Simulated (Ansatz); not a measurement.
## A series of single points on AlCu₃

System: AlCu₃ (4 atoms in the cell).
Method: DFT r2SCAN, scalar-relativistic, plane waves, PAW, no spin polarisation (Ansatz 0.2.0).

The 7 runs differ only in the geometry, by a shift of atoms along one path in a fixed cell. The shift s is measured from run 4: Cu4 moves along the Cartesian direction (−1.00, 0.00, 0.00), and Al1, Cu2 and Cu3 with it in fixed proportion. The structure derives from a Materials Project entry.

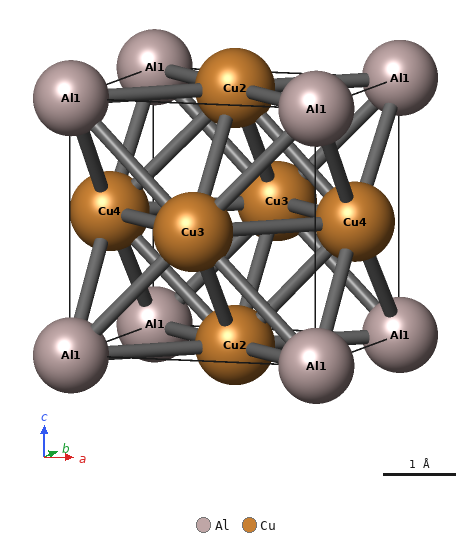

Figure 1. The structure of run 4 (ball-and-stick view of the cell of the calculation, seen slightly off an axis; atoms are numbered from 1 in the order of the input). An atom can appear more than once, as a periodic image.

**Input of run 4**
```yaml
crystal:
  lattice:
    - [3.6418163332, 0.0, 0.0]
    - [0.0, 3.6418163332, 0.0]
    - [0.0, 0.0, 3.6418163332]
  atoms:
    - { symbol: Al, position: [0.005211074, 0.0, 0.0] }
    - { symbol: Cu, position: [0.5030125167, 0.5, 0.0] }
    - { symbol: Cu, position: [0.5030125167, 0.0, 0.5] }
    - { symbol: Cu, position: [-0.0082376477, 0.5, 0.5] }
basis:
  ecutwfc: 500
kpoints:
  mp_grid: { grid: [14, 14, 14] }
hamiltonian:
  xc: r2scan
scf:
  occupations: { method: gaussian, width: 0.15 }
output:
  forces: true
  stress: true
  eigenvalues: true
```

Command:
```bash
ansatz run input.yaml --threads 2 --pin off --max-ram 5120MiB --backend cpu --events-out ev --progress --plain --runs-dir out
```

Lattice vectors (Å) and fractional positions of run 4:
```
   3.641816    0.000000    0.000000
   0.000000    3.641816    0.000000
   0.000000    0.000000    3.641816
Al  0.005211  0.000000  0.000000
Cu  0.503013  0.500000  0.000000
Cu  0.503013  0.000000  0.500000
Cu -0.008238  0.500000  0.500000
```

Run 6 differs from it as follows:
```diff
-    - { symbol: Al, position: [0.005211074, 0.0, 0.0] }
-    - { symbol: Cu, position: [0.5030125167, 0.5, 0.0] }
-    - { symbol: Cu, position: [0.5030125167, 0.0, 0.5] }
-    - { symbol: Cu, position: [-0.0082376477, 0.5, 0.5] }
+    - { symbol: Al, position: [0.013027685, 0.0, 0.0] }
+    - { symbol: Cu, position: [0.5075312917, 0.5, 0.0] }
+    - { symbol: Cu, position: [0.5075312917, 0.0, 0.5] }
+    - { symbol: Cu, position: [-0.0205941193, 0.5, 0.5] }
```

**Results, with one run withheld**

| run | shift s of Cu4 (Å) | free energy per atom, from the lowest run given (meV) | pressure (GPa) | force along the path (eV/Å) |
| --- | --- | --- | --- | --- |
| 1 | −0.1500 | 23.93 | 1.19 | 1.633 |
| 2 | −0.0900 | 5.67 | 0.32 | 0.807 |
| 3 | −0.0150 | 0.00 | 0.06 | −0.201 |
| 4 | 0.0000 | 1.13 | 0.11 | −0.402 |
| 5 | 0.0150 | 3.02 | 0.20 | −0.604 |
| 6 | 0.0450 | ? | ? | ? |
| 7 | 0.0600 | 13.25 | 0.68 | −1.217 |

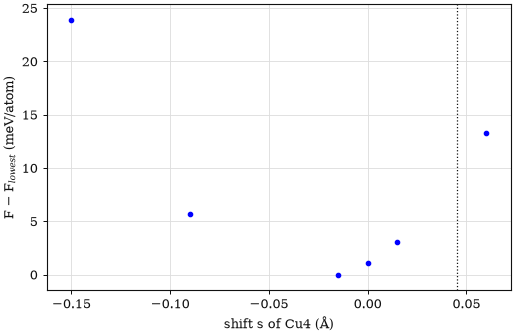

Figure 2. Free energy per atom of the runs given; the dotted line marks run 6.

Fit the runs given and predict run 6.

A cubic polynomial in the coordinate, fitted to the 6 runs given, misses them by at most 0.01 meV per atom. With x = s + 0.0300, it reads F = −0.39126 + 0.21972 x + 1685.4 x² − 44.343 x³ (meV per atom). At run 6 it gives 9.09 meV per atom, and the run itself gives 9.08. The slope of the fit gives a force −dF/ds of −1.009 eV/Å along the path (summed over the atoms that move), and the printed forces give −1.011 eV/Å. The fit has its minimum at s = −0.0301 Å.

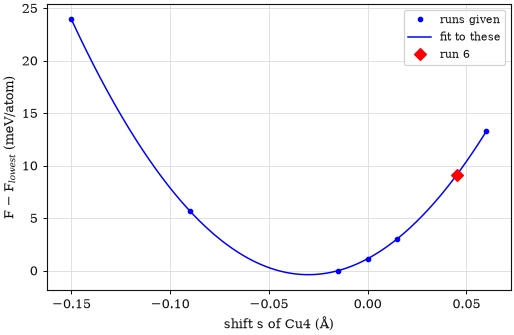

Figure 3. The fit and the withheld run.

**Output, shortened to warnings, some set-up lines, iterations and results (run 6)**
```
Basis set: ecut = 500 eV, 1237 PW (Γ), exchange–correlation on 108×108×108 points (64 copies of the dense FFT grid, shifted against one another)
Symmetry: 8 space group operations
k-points: 288 of 2744 (time reversal used)
Initial density: superposition of atomic densities (neutral atoms: chi_scale 0, normalization atom), corrected by the library's trained network
[...]
SCF iter   1: F=—  HF=-20434.913162 eV  |F-HF|=—  |Δ(HF+E_count)|=         —  Δρ=3.87e-2  dr2=4.38e-1  dr2_τ=7.89e-3  ethr=1.77e-3  ⟨swp⟩=5.2  Hψ=36278  notcnv=0  defer=49
SCF iter   2: F=—  HF=-20434.890204 eV  |F-HF|=—  |Δ(HF+E_count)|=   2.30e-2  Δρ=1.57e-2  dr2=4.97e-2  dr2_τ=3.76e-3  ethr=7.30e-4  ⟨swp⟩=2.0  Hψ=18713  notcnv=0  defer=393
SCF iter   3: F=—  HF=-20434.855254 eV  |F-HF|=—  |Δ(HF+E_count)|=   3.49e-2  Δρ=8.10e-3  dr2=2.69e-2  dr2_τ=1.21e-4  ethr=8.28e-5  ⟨swp⟩=2.0  Hψ=19072  notcnv=0  defer=393
SCF iter   4: F=—  HF=-20434.848354 eV  |F-HF|=—  |Δ(HF+E_count)|=   6.90e-3  Δρ=1.27e-3  dr2=9.95e-4  dr2_τ=2.01e-5  ethr=4.48e-5  ⟨swp⟩=1.2  Hψ=12913  notcnv=0  defer=393
SCF iter   5: F=—  HF=-20434.848878 eV  |F-HF|=—  |Δ(HF+E_count)|=   5.24e-4  Δρ=6.57e-4  dr2=2.76e-4  dr2_τ=2.44e-6  ethr=1.66e-6  ⟨swp⟩=2.0  Hψ=15348  notcnv=0  defer=392
SCF iter   6: F=—  HF=-20434.848907 eV  |F-HF|=—  |Δ(HF+E_count)|=   2.94e-5  Δρ=1.13e-3  dr2=4.10e-4  dr2_τ=2.07e-6  ethr=4.61e-7  ⟨swp⟩=2.0  Hψ=18624  notcnv=0  defer=392
SCF iter   7: F=—  HF=-20434.848814 eV  |F-HF|=—  |Δ(HF+E_count)|=   9.33e-5  Δρ=1.79e-4  dr2=1.15e-5  dr2_τ=1.78e-7  ethr=4.61e-7  ⟨swp⟩=2.0  Hψ=14750  notcnv=0  defer=392
SCF iter   8: F=—  HF=-20434.848844 eV  |F-HF|=—  |Δ(HF+E_count)|=   3.04e-5  Δρ=4.88e-5  dr2=6.66e-7  dr2_τ=1.04e-8  ethr=1.92e-8  ⟨swp⟩=2.0  Hψ=15228  notcnv=0  defer=392
SCF iter   9: F=-20434.848844 eV  HF=-20434.848844 eV  |F-HF|=9.23e-9  |Δ(HF+E_count)|=   3.04e-7  Δρ=1.14e-5  dr2=5.19e-8  dr2_τ=4.27e-10  ethr=1.67e-10  ⟨swp⟩=8.1  Hψ=45368 …
SCF 1 converged in 9 iterations: F = -20434.848844 eV  dr2 = 5.19e-8
SCF converged after 9 iterations
Free energy (F): -20434.848844 eV
Harris-Foulkes:  -20434.848844 eV  (|F-HF|=9.23e-9)
Internal energy: -20434.835313 eV  (E = F + TS)
E sigma→0 (E₀):  -20434.842078 eV
Entropy (-TS):   -0.013532 eV (-3.383 meV/atom)
Fermi energy:    15.230304 eV
--- Per-component energies (eV) ---
  E_band       = -1237.016941
  E_kinetic    = 924.341650
  E_local      = -13998.517807  (includes V_loc(G=0)·N_el)
  E_nonlocal   = 1190.416915
  E_hartree    = 6247.882073
  E_xc         = -290.251959
  E_vxc        = -409.132474  (∫ρ·V_xc dr)
  E_paw        = -5503.177628  (= ΣΔE_a)
  E_vpaw       = -1468.805672  (= ΣTr[D̂ρ^β])
  E_aug_tail   = 0.000442  (compensation charges beyond the density's cutoff)
  E_vtau       = 28.890020  (kinetic-family band-sum trace: ∫τ·v_τ [+ j·A + Jᵃ·Aᵃ] dr)
  E_ewald      = -9004.565567
  E_core_change = -0.963432  (= ΣΔE_core)
  E_smearing   = -0.013532  (= −TS)
  E_closure    = -0.000000  (closes the sum)
  Σ components = -20434.848844   (vs F -20434.848844, Δ=0.00e0)
--- Forces (eV/Å), atoms counted from 1 ---
  atom   1  Al    -0.18785311     0.00000000     0.00000000
  atom   2  Cu    -0.25798447    -0.00000000     0.00000000
  atom   3  Cu    -0.25798447     0.00000000     0.00000000
  atom   4  Cu     0.70380490     0.00000000     0.00000000
  max |Σ_I F_I| component: 1.72e-5 eV/Å
--- Stress (GPa, compression-positive) ---
        0.495646      -0.000000       0.000000
        0.000000       0.480327       0.000000
        0.000000       0.000000       0.480327
  P = ⅓ Tr σ = 0.4854 GPa (4.854 kbar)
```
